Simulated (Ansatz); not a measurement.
# GaN (slab): what the fields show

Input file:

```
crystal:
  lattice:
    - [3.2162589223, 0.0, 0.0]
    - [0.0, 4.548476988, 0.0]
    - [0.0, 0.0, 24.6487767668]
  atoms:
    - { symbol: Ga, position: [0.5, 0.5, 0.3042747342] }
    - { symbol: "N", position: [0.0, 0.25, 0.3042747342] }
    - { symbol: Ga, position: [0.0, 0.0, 0.3695164895] }
    - { symbol: "N", position: [0.5, 0.75, 0.3695164895] }
    - { symbol: Ga, position: [0.5, 0.5, 0.4347582447] }
    - { symbol: "N", position: [0.0, 0.25, 0.4347582447] }
    - { symbol: Ga, position: [0.0, 0.0, 0.5] }
    - { symbol: "N", position: [0.5, 0.75, 0.5] }
    - { symbol: Ga, position: [0.5, 0.5, 0.5652417553] }
    - { symbol: "N", position: [0.0, 0.25, 0.5652417553] }
    - { symbol: Ga, position: [0.0, 0.0, 0.6304835105] }
    - { symbol: "N", position: [0.5, 0.75, 0.6304835105] }
    - { symbol: Ga, position: [0.5, 0.5, 0.6957252658] }
    - { symbol: "N", position: [0.0, 0.25, 0.6957252658] }
basis:
  ecutwfc: 420
kpoints:
  mp_grid: { grid: [8, 6, 1] }
hamiltonian:
  xc: pbe
scf:
  occupations: { method: gaussian, width: 0.05 }
output:
  forces: true
  eigenvalues: true
  write_density: true
  write_potential: true
  elf: true
  volumetric_format: npy
relax:
  adjacent_minimum: "off"
  f_tol: 0.02
  max_steps: 60
efield:
  axis: 3
  dipole_correction: true
  ramp_width: 0.04
```

Run with:

```sh
ansatz run input.yaml --threads 1 --pin off --max-ram 2560MiB --backend cpu --events-out ev --progress --plain --runs-dir out
```

The fields are those of the run's last geometry, not of the input's.

Computed with DFT PBE, scalar-relativistic, plane waves, PAW (Ansatz 0.2.0).

Core electrons are frozen (PAW), and the valence fields are smoothed inside the atomic spheres.

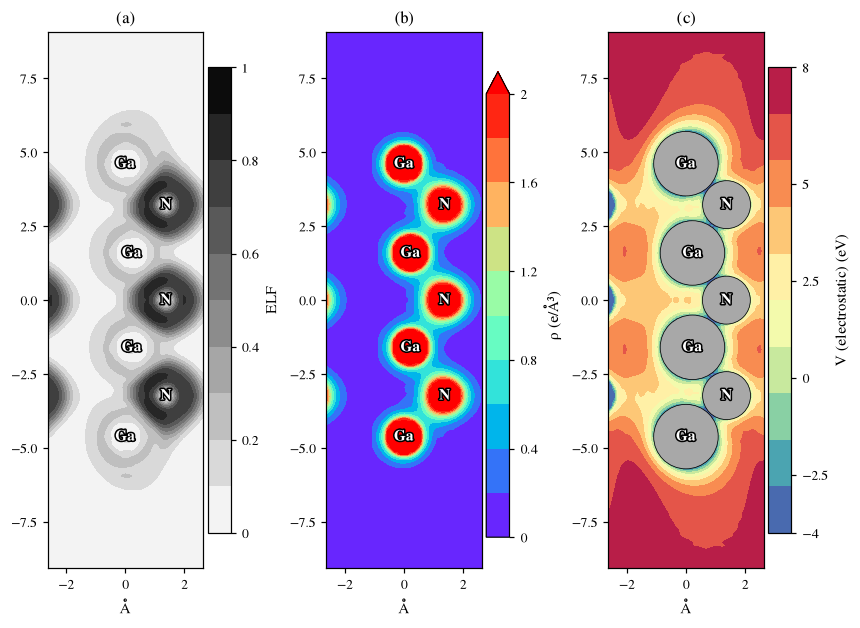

Figure 1. (a) electron localisation function; (b) valence pseudo-density; (c) electrostatic potential (local pseudopotential plus Hartree) felt by an electron on the (100) plane of the calculation cell, a cut from vacuum to vacuum. Grey discs cover the atomic cores in the potential map.

Question: Read the bonding off the picture.

Answer:
- The plane passes through Ga and N nuclei.
- Ga–N (1.95 Å): ρ is about 0.74 e/Å³ halfway; the ELF peaks at about 0.85 in the valence shell of N, 0.7 Å from its nucleus, and is about 0.45 at the midpoint.
- Ga–N (2.00 Å): ρ is about 0.67 e/Å³ halfway; the ELF peaks at about 0.85 in the valence shell of N, 0.7 Å from its nucleus, and is about 0.45 at the midpoint.
- The density dies away to nearly zero in the vacuum.
- Outside the cores the potential energy rises away from the atoms and is highest in the vacuum; its zero is arbitrary.

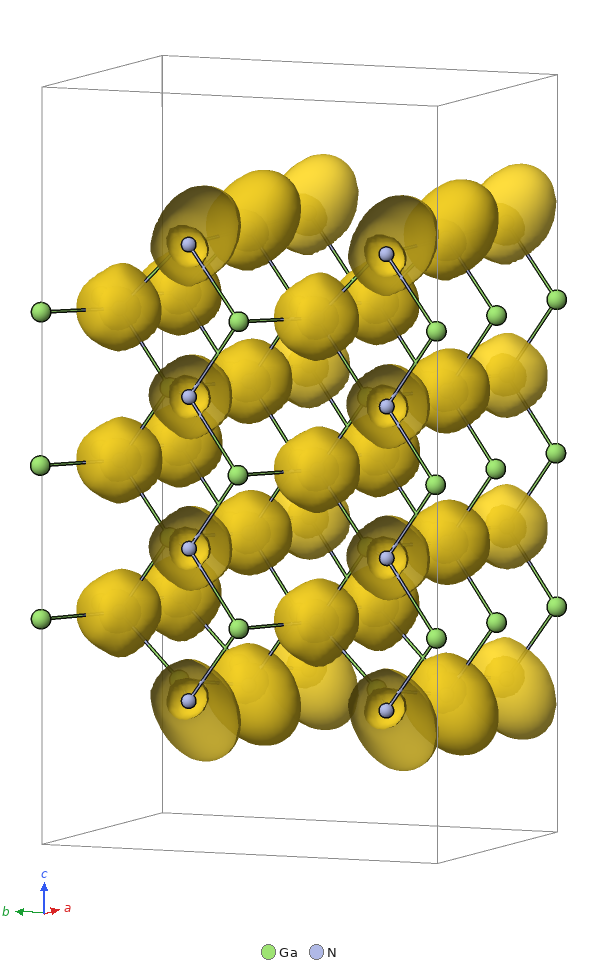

Figure 2. Isosurface of the ELF at 0.7 (yellow), seen at an oblique angle. Only the valence region is drawn (cores and ρ < 0.01 e/Å³ removed). Sticks mark near contacts.

Question: Where are the electrons localised?

Answer: The ELF exceeds this value in seven regions wrapped around N (the valence shell of each), counted in one cell of 14 atoms. Counts are for one cell; the picture repeats the cell along the surface. Profiles from the grid: Ga–N (1.86 Å): the ELF peaks at about 0.80 in the valence shell of N, 0.7 Å from its nucleus, and is about 0.50 at the midpoint.

Question: Does the calculation make it a metal, or give it a gap?

Answer: It is gapped, with a Kohn–Sham gap of 1.4 eV on the k-point mesh (the band edges may lie off the mesh, which would make the gap smaller).
